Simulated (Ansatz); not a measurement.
## Where N_Si puts its levels in the gap of Si (Fd-3m)

Aim: at which Fermi levels does N_Si in Si (Fd-3m) change its charge? The model is a cell of 72 host atoms with 1 Si taken out and 1 N put in.

Method: place-levels on PBEsol runs: charge-transition levels and formation energies with image-charge correction and potential alignment at the atomic sites, in Ansatz 0.2.0.

Experimental background.

For Si, diamond cubic (unstructured n-type silicon wafer, reference for black silicon, 300 K), “Enhanced near-infrared absorber: two-step fabricated structured black silicon and its device application” (2018, pmc:6179974) gives, by absorptance spectroscopy with Tauc analysis: band gap (indirect optical gap from Tauc plot of Kubelka-Munk function) 1.12 eV [Extrapolated Tauc tangent of Kubelka-Munk function at room temperature; phonon-assisted …].

Most raw output is cut from this account.

## Step 1: The starting structure

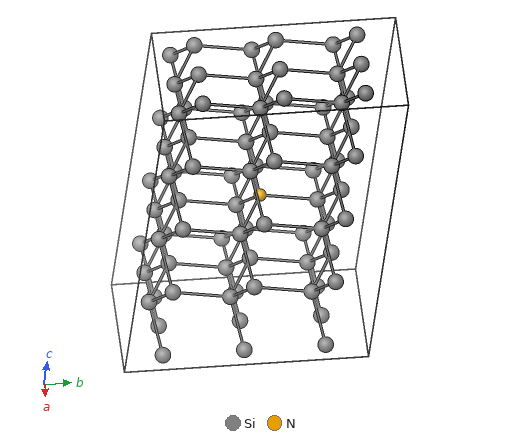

Start, viewed slightly off an axis; silicon grey, nitrogen orange. Some periodic images of atoms are drawn too.

The cell holds 72 atoms: 71 Si and 1 N. Cell: a = 11.527 Å, b = 11.527 Å, c = 15.369 Å, α = 60.0°, β = 60.0°, γ = 60.0°. It derives from Si (space group Fd-3m). Nearest the centre at fractional (0.583, 0.583, 0.438): N35 at 0.00 Å, Si38 at 2.35 Å, Si60 at 2.35 Å, Si44 at 2.35 Å, Si36 at 2.35 Å, Si59 at 3.84 Å, Si57 at 3.84 Å, Si43 at 3.84 Å.

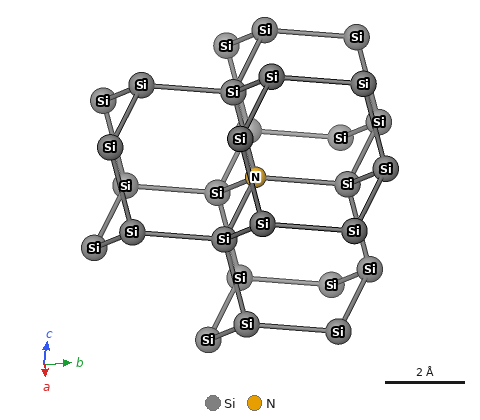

The atoms within 5 Å of the centre.

As a file:

Known beforehand: the electronic dielectric constant, 13.29, and the static one, 13.29, computed on the host (DFPT, PBEsol).

The cell's shortest repeat is 11.5 Å.

## Step 2: Charge states

Levels follow from differences of total energies between charge states, each relaxed by itself.

Random displacements of about 0.05 Å break the site symmetry at the start, so that the relaxation can reach a distorted minimum if there is one. Forces are taken at one point at (¼, ¼, ¼). The cell holds 1 electron more than the neutral one, with a uniform background that keeps it neutral on the whole.

One state's input; the others differ in charge, spin, start and seed, and in occupations where the table says so.

Contents of qm1.relax/input.yaml:

```yaml
crystal:
  lattice:
    - [0.0, 2.71686156, 2.71686156]
    - [2.71686156, 0.0, 2.71686156]
    - [2.71686156, 2.71686156, 0.0]
  atoms:
    - { symbol: Si, position: [0.75, 0.75, 0.75] }
    - { symbol: Si, position: [0.5, 0.5, 0.5] }
  supercell: [3, 3, 4]
  defects: [{ substitution: { at: 34, symbol: "N" } }]
total_charge: -1
basis:
  ecutwfc: 420
  xc_grid: 2
hamiltonian:
  xc: pbesol
kpoints:
  mp_grid: { grid: [1, 1, 1], shift: [0.25, 0.25, 0.25] }
scf:
  occupations: { method: fixed }
  max_iter: 60
output:
  forces: true
  charged_corrections: { epsilon: 13.29, static_epsilon: 13.29 }
relax:
  f_tol: 0.02
  max_steps: 80
  random_displacement: { amplitude: 0.05, seed: 9383 }
checkpoint:
  write: "../qm1.relax.run"
  compress: false
  write_wavefunctions: true
  write_every: 100000
```

Started as:

```console
> ansatz run input.yaml --threads 4 --pin off --max-ram 6594MiB --backend cpu --events-out ev --progress --plain --runs-dir out
```

The run of this state that the levels use, under PBEsol:

Contents of qm1.point/input.yaml:

```yaml
crystal:
  checkpoint: "../qm1.relax.run"
  host: checkpoint
total_charge: -1
basis:
  ecutwfc: 420
  xc_grid: 2
hamiltonian:
  xc: pbesol
kpoints:
  mp_grid: { grid: [1, 1, 1], shift: [0.25, 0.25, 0.25] }
scf:
  occupations: { method: fixed }
  max_iter: 60
output:
  forces: true
  eigenvalues: true
  charged_corrections:
    epsilon: 13.29
    static_epsilon: 13.29
    defect_position: [0.583333, 0.583333, 0.4375]
  eigenstates: { localisation: true }
  populations: true
  band_densities: [{ bands: [v1, v1] }, { bands: [c1, c1] }]
  write_density: true
  write_potential: true
  volumetric_format: npy
checkpoint:
  read: "../qm1.relax.run"
  write: "../qm1.point.run"
  compress: false
  write_wavefunctions: false
  write_every: 100000
```

Relaxations under PBEsol at one point at (¼, ¼, ¼); times on 4 threads of Arm Neoverse V2, shared host:

| charge | moment (μB) | occupations | outcome | steps | largest displacement against the far atoms (Å) | time |
| --- | --- | --- | --- | --- | --- | --- |
| −1 | 0 | fixed | converged | 6 | 0.39 | 65 s |
| 0 | 1 | fixed | converged | 8 | 0.38 | 2.9 min |
| +1 | 0 | fixed | converged | 6 | 0.36 | 64 s |
| +2 | 1 | fixed | converged | 6 | 0.36 | 2.3 min |

Single points under PBEsol at one point at (¼, ¼, ¼); times on 4 threads of Arm Neoverse V2, shared host:

| charge | moment (μB) | occupations | outcome | time |
| --- | --- | --- | --- | --- |
| −1 | 0 | fixed | converged | 14 s |
| 0 | 1 | fixed | converged | 31 s |
| +1 | 0 | fixed | converged | 15 s |
| +2 | 1 | fixed | converged | 31 s |

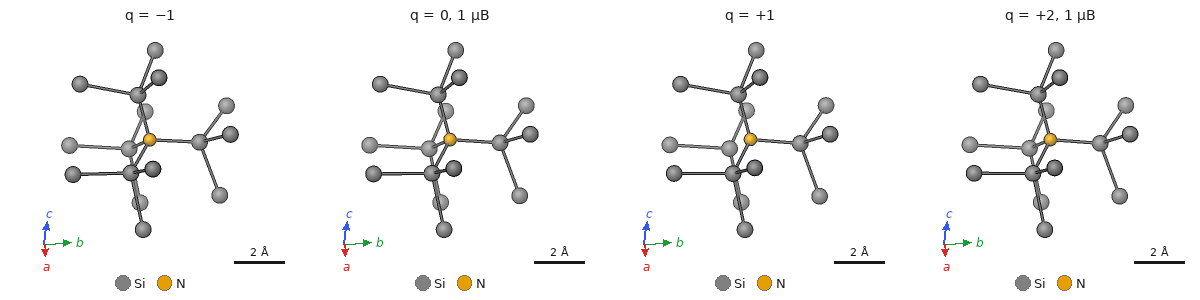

The structures near the centre after relaxation with PBEsol, by charge.

Distances (Å) from N35 to the nearest atoms after relaxation with PBEsol:

| charge | moment (μB) | 1. | 2. | 3. | 4. | 5. | 6. |
| --- | --- | --- | --- | --- | --- | --- | --- |
| −1 | 0 | Si 1.96 | Si 2.02 | Si 2.03 | Si 2.03 | Si 3.69 | Si 3.69 |
| 0 | 1 | Si 1.97 | Si 2.03 | Si 2.03 | Si 2.05 | Si 3.70 | Si 3.70 |
| +1 | 0 | Si 1.98 | Si 2.03 | Si 2.04 | Si 2.06 | Si 3.72 | Si 3.72 |
| +2 | 1 | Si 1.99 | Si 2.03 | Si 2.03 | Si 2.05 | Si 3.72 | Si 3.72 |

## Step 3: place-levels, PBEsol

A charged cell interacts with its images and the background, and its potential has another zero than the host's. place-levels removes the first by a point-charge model, screened by the static dielectric constant since the ions have relaxed around the charge, and the second by comparing potentials at atoms far from the defect.

The host is a run of the defect-free crystal in the same cutoffs, grids and k-points, so that basis and sampling errors cancel in part in the differences. The host is run in a cell of 18 atoms on a matching mesh. Its band edges are searched through the zone by a band path, so the gap is smaller than, or equal to, that on the mesh. Chemical potentials are energies per atom of Si (diamond) and N (N2 molecule), run with the same functional and cutoff.

Contents of levels.point.yaml:

```yaml
host:
  run: host.point.run
states: [qm1.point.run, q0_M1.point.run, qp1.point.run, qp2_M1.point.run]
geometry_from:
  qm1.point.run: qm1.relax.run
  q0_M1.point.run: q0_M1.relax.run
  qp1.point.run: qp1.relax.run
  qp2_M1.point.run: qp2_M1.relax.run
  host.point.run: host.relax.run
chemical_potentials:
  Si:
    energy: -621.491642
    dataset: "<sha256 of the dataset>"
  "N":
    energy: -378.471758
    dataset: "<sha256 of the dataset>"
```

Started as:

```console
> ansatz place-levels levels.point.yaml -- --threads 4 --pin off --max-ram 6594MiB
```

Wall time 0.21 s (4 threads of Arm Neoverse V2, shared host).

Under PBEsol the gap is 0.43 eV, (+2/+1) -0.02 (outside the gap) (with band filling), (+1/0) -0.02 (outside the gap) (with band filling), (0/−1) 0.23 eV.

Levels between the charges placed, in eV above the valence top:

|  | gap (eV) | (+2/+1) | (+1/0) | (0/−1) |
| --- | --- | --- | --- | --- |
| PBEsol | 0.43 | -0.02 | -0.02 | 0.23 |

Corrections by state:

| charge | moment (μB) | image terms and alignment (eV) | band filling (eV) | ε used | over the lowest of its charge, as the program ranks them, band filling apart (eV) |
| --- | --- | --- | --- | --- | --- |
| +2 | 1.0 | 0.235 | -0.468 | 13.29 | 0.000 |
| +1 | 0.0 | 0.081 | -0.097 | 13.29 | 0.000 |
| 0 | 1.0 | 0.000 | - | - | 0.000 |
| −1 | 0.0 | 0.157 | - | 13.29 | 0.000 |

From the program's caveats on the states, each cut to its opening words:

- charge +2 (1 μB), +1, −1: how wide its charge is, is not read beside other atoms or cores, and a band state would take no correction
- charge +2 (1 μB): a band-filling correction moves a carrier to the host's band edge, which changes its energy by -0.468 eV
- charge +1: a band-filling correction moves a carrier to the host's band edge, which changes its energy by -0.097 eV
- charge +1: its alignment with the host at atomic sites is doubtful: the mean over the far sites moves by -0.0616 eV from their farther parts to their nearer, more than [...]
- charge 0 (1 μB): flagged: stability check not made

Chemical potentials of the elements' reference phases, run alike. Formation energies (elemental references), with the Fermi level at the valence top and at the conduction bottom (gap 0.43 eV):

| charge | at valence top (eV) | at conduction bottom (eV) | correction included (eV) |
| --- | --- | --- | --- |
| +2 | 1.14 | 2.01 | -0.23 |
| +1 | 1.12 | 1.55 | -0.02 |
| 0 | 1.10 | 1.10 | 0.00 |
| −1 | 1.34 | 0.90 | 0.16 |

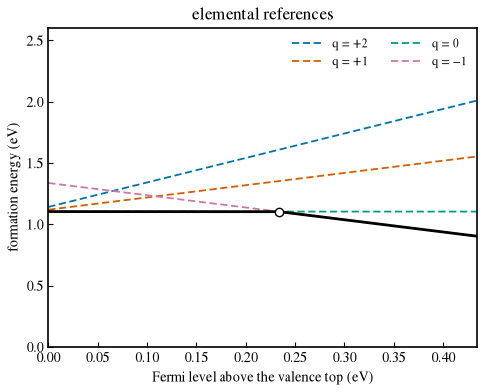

Formation energy against Fermi level; the thick line follows the lowest charge state and circles mark the transition levels.

## Step 4: Levels against the band edges, LDA

LDA on the same structure is run to see how far the result rests on the functional, though not on the errors that semilocal functionals share.

qm1.lda/input.yaml, as its differences from qm1.point/input.yaml of step 2:

```diff
@@ -8,3 +8,3 @@
 hamiltonian:
-  xc: pbesol
+  xc: lda
 kpoints:
@@ -12,3 +12,3 @@
 scf:
-  occupations: { method: fixed }
+  occupations: { method: fermi_dirac, width: 0.01 }
   max_iter: 60
@@ -27,5 +27,5 @@
   volumetric_format: npy
+  elf: true
 checkpoint:
-  read: "../qm1.relax.run"
-  write: "../qm1.point.run"
+  write: "../qm1.lda.run"
   compress: false
```

Run time: 22 s. Hardware: 4 threads; peak memory 1.9 GiB.

Contents of levels.lda.yaml:

```yaml
host:
  run: host.lda.run
states: [qm1.lda.run, q0_M1.lda.run, qp1.lda.run, qp2_M1.lda.run]
geometry_from:
  qm1.lda.run: qm1.relax.run
  q0_M1.lda.run: q0_M1.relax.run
  qp1.lda.run: qp1.relax.run
  qp2_M1.lda.run: qp2_M1.relax.run
  host.lda.run: host.relax.run
chemical_potentials:
  Si:
    energy: -608.647425
    dataset: "<sha256 of the dataset>"
  "N":
    energy: -373.57575
    dataset: "<sha256 of the dataset>"
```

Started as:

```console
> ansatz place-levels levels.lda.yaml -- --threads 4 --pin off --max-ram 6594MiB
```

Run time: 0.22 s. Hardware: 4 threads.

Under LDA the gap is 0.44 eV, (+2/+1) -0.02 (outside the gap) (with band filling), (+1/0) 0.00 (with band filling), (0/−1) 0.25 eV; the stage before (PBEsol) gave a gap of 0.43 eV and levels within 0.02 eV of these.

## Step 5: Side by side

Levels between neighbouring charges, in eV above each run's own valence top:

|  | gap (eV) | (+2/+1) | (+1/0) | (0/−1) | CPU time a state at this stage (restarts are quicker than cold starts) |
| --- | --- | --- | --- | --- | --- |
| PBEsol, (¼, ¼, ¼) | 0.43 | -0.02 | -0.02 | 0.23 | 88 s |
| LDA on PBEsol structures, (¼, ¼, ¼) | 0.44 | -0.02 | 0.00 | 0.25 | 2.3 min |

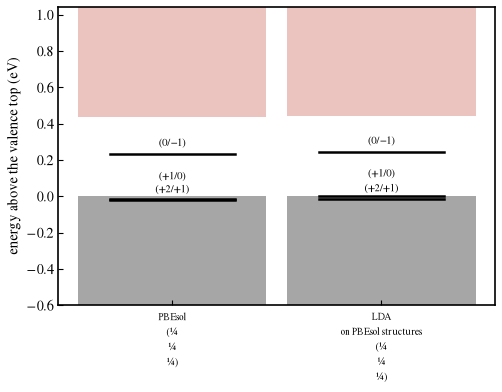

Levels between stable charges at each rung, each against its own band edges (shaded).

## Step 6: Summary of results

| Item | Value |
| --- | --- |
| gap of the host | 0.43 eV (PBEsol) |
| level (plus 2/plus 1) | 0.02 eV below the valence top (-0.39 eV above the valence top without the band-filling term) |
| level (plus 1/0) | 0.02 eV below the valence top (-0.11 eV above the valence top without the band-filling term) |
| level (0/minus 1) | 0.23 eV above the valence top |
| lowest of the charges placed, just above the valence top (0.02 eV) | 0 |
| lowest of the charges placed, just below the conduction bottom (0.02 eV) | −1 |
| lowest formation energy at mid-gap of the charges run, elemental references | 1.10 eV |

What this shows: Of the charges placed (−1, 0, +1 and +2), the lowest changes at 0.23 eV (0/−1) above the valence top, in a gap of 0.43 eV. Charges below −1 were not placed, so these runs say nothing of levels that involve them. States placed: +2 at 1 μB; +1 at 0 μB; 0 at 1 μB; −1 at 0 μB. Other spin states or structures, where not listed, weren't placed. The program finds carriers beyond a band edge of the host and adds a band-filling term at charge +1 (-0.10 eV) and +2 (-0.47 eV); steps to such a charge show no bound level, and a defect level inside a band would be read the same way. N is taken at its element; compounds, which aren't counted here, bound the chemical potentials and would shift these formation energies. At these k-points the host's energy lies 0.044 eV an atom over its dense-mesh value, so formation energies, which change the electron count of bands, can be off by tenths of an eV. The program doubts the alignment of potentials for at least one state, a sign that the cell is small. What this leaves open: one k-point off the zone centre stands for the whole zone; PBEsol makes the gap too small and tends to spread out bound carriers; where a gas molecule sets a chemical potential or the host's formation energy, its binding is uncorrected.

Calculation against experiment:

```
                             quantity  measured           PBEsol              LDA
band gap (least gap of the host) (eV)      1.12  0.43 (-0.69 eV)  0.44 (-0.68 eV)
```

Measured values from pmc:6179974 (2018).

How well it matches: For the band gap, of the levels listed nearest comes LDA (-0.68 eV, a clear miss) and farthest PBEsol (-0.69 eV, a clear miss). Local and semilocal functionals usually give gaps below the measured ones. An optical gap can lie under the band gap by the exciton's binding. Zero-point and thermal motion shift the measured gap.

[Logs are printed without paths, hosts, clocks, repeated set-up lines and the standing remarks that a program may print on its own settings, such as how far it seeks lower states.]

[Hosts, paths, dates, database ids (printed as entryN), source tags and the programs' standing remarks are cut or masked in the printed files.]

[Where a table of states has a column of steps, it counts the stored structures, which are thinned; the runs took as many ionic steps or more.]

[A defect's name tells the site on which it was built; relaxed atoms can leave that site.]

[For some hosts the program warned that the k-mesh of the response run may be too coarse for force constants and the static dielectric constant; such warnings are not shown here.]
